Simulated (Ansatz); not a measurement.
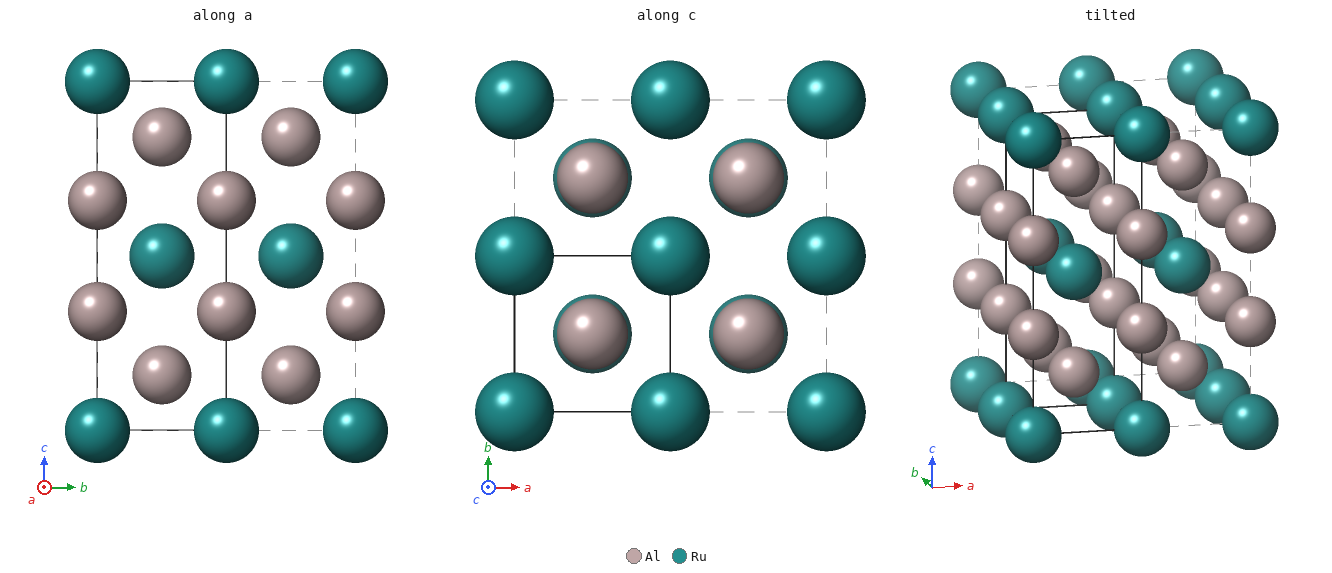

Crystal structure, spheres-only style, seen along the a axis, along the c axis and slightly off an axis. The solid box is one conventional unit cell, and 2×2×1 cells are shown.

What structure is drawn here?

- The material is Al2Ru.
- Its lattice is body-centred tetragonal, its space group I4/mmm (No. 139).
- Cell content 4 Al, 2 Ru; Z = 2.

Starting structure: a structure listed in the Materials Project. Earlier steps of the study, as a rule a relaxation of our own, may have changed the cell and positions, so they can lie some per cent off the listed ones. It went into a calculation with Ansatz.
